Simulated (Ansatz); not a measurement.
## Electronic structure of SiW6 (slab) in real space

```
W Si
1.0
     4.46825    0.00000    0.00000
    -2.23413    3.86962    0.00000
     0.00000    0.00000   21.72591
W Si
6 1
Direct
  0.66667 0.33333 0.18411
  0.33333 0.66667 0.22609
  0.00000 0.00000 0.26807
  0.66667 0.33333 0.30709
  0.33333 0.66667 0.34670
  0.00000 0.00000 0.38322
  0.66667 0.33333 0.51210
```

A point of a scan over the structure, not its minimum; not relaxed (largest force 2.0 eV/Å); PAW files of the earlier set (soft_1).

Theory: Ansatz, DFT PBE+D3(BJ), scalar-relativistic, plane waves, PAW.

The density is the valence pseudo-density of a PAW calculation; it isn't the true density close to the nuclei.

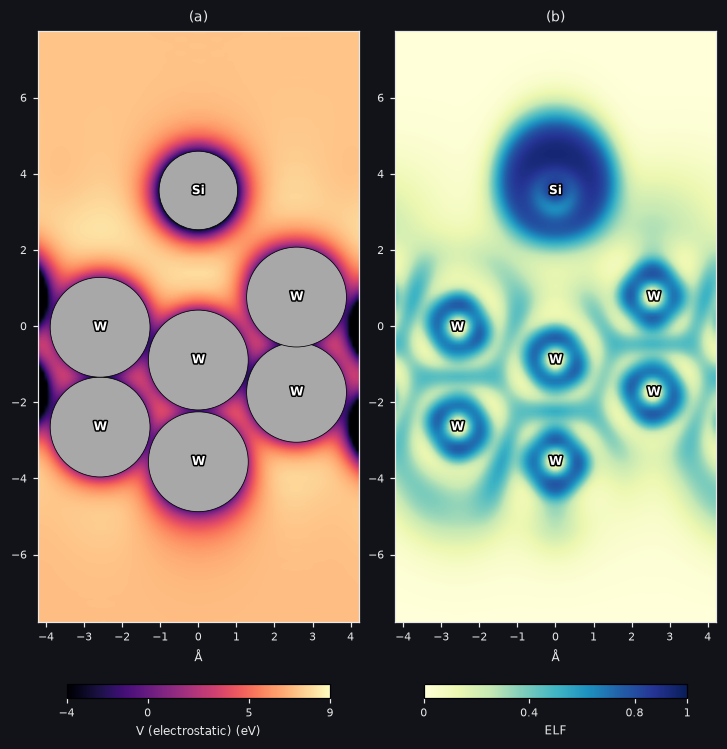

Figure 1. (a) electrostatic potential energy of an electron; (b) electron localisation function on the (110) plane of the calculation cell, a cut from vacuum to vacuum. Grey discs cover the atomic cores in the potential map.

Q: What do the fields say about this system?

A: The plane passes through W and Si nuclei.
W–W (2.50 Å): the ELF is about 0.50 at the midpoint.
Si–W (3.81 Å): the ELF is about 0.25 at the midpoint and 0.10 at its lowest between the atoms (no shared electron pair shows on this line).
W–W (2.62 Å): the ELF is about 0.45 at the midpoint.
W–W (2.67 Å): the ELF reaches about 0.55 near the midpoint.
W–W (2.72 Å): the ELF is about 0.35 at the midpoint.
The features right at W lie inside the PAW spheres, where the map follows smoothed inner orbitals and isn't to be read closely.

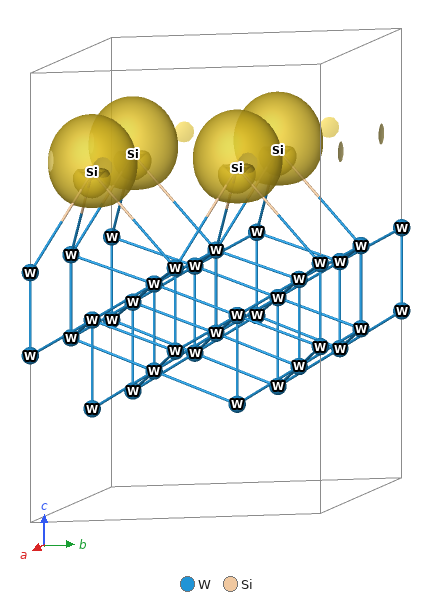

Figure 2. Isosurface of the electron localisation function at 0.75 (yellow), seen at an oblique angle. Core shells and regions of very low density are left out. Sticks mark near contacts.

Q: Identify the bonds, lone pairs and shells in this picture.

A: The ELF exceeds this value in one lobe on Si, pointing away from the bonds (lone pairs), counted in one cell of 7 atoms. Counts are for one cell; the picture repeats the cell along the surface.
